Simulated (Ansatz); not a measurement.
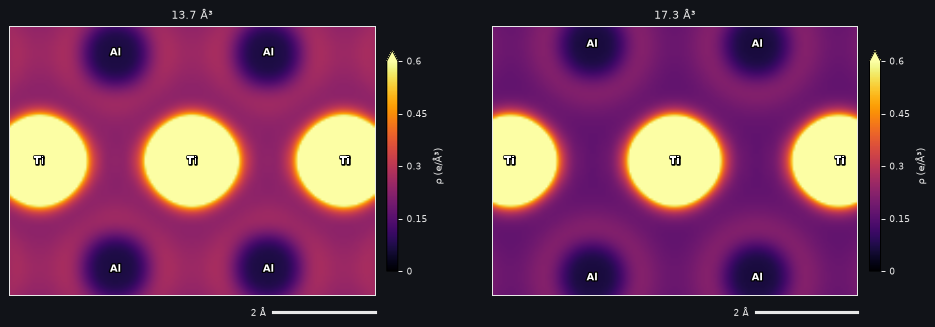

TiAl. The valence pseudo-density of cells scaled evenly to different volumes (given per atom above each panel), on the (101̄) plane of each (indices in the axes of the cell below), at one length scale and on one colour scale.

Computed without spin polarisation.

Computed with Ansatz, DFT PBEsol, scalar-relativistic, plane waves, PAW.

The density is the valence pseudo-density of a PAW calculation; it isn't the true density close to the nuclei.

The largest cell:

```yaml
crystal:
  lattice:
    - [3.25818, 0.00000, 0.00000]
    - [0.00000, 3.25818, 0.00000]
    - [0.00000, 0.00000, 3.25818]
  atoms:
    - { symbol: Ti, position: [0.50000, 0.50000, 0.50000] }
    - { symbol: Al, position: [0.00000, 0.00000, 0.00000] }
```

| volume (Å³/atom) | Ti–Al contact in the plane (Å) | ρ at its midpoint (e/Å³) | pressure (GPa) | 
| --- | --- | --- | --- |
| 13.74 | 2.614 | 0.236 | 20.7 | 
| 15.72 | 2.733 | ? | ? | 
| 17.29 | 2.822 | 0.183 | −9.4 | 

**What values belong in the row with question marks?**

Over the known rows ln ρ falls by 1.22 per Å of Ti–Al distance (the line through the two), which gives 0.204 e/Å³ at 2.733 Å; the calculation gives 0.204 e/Å³. For the pressure, a straight line in volume between the neighbouring rows gives 3.9 GPa; the calculation gives 0.0, lower because pressure rises ever faster on compression.
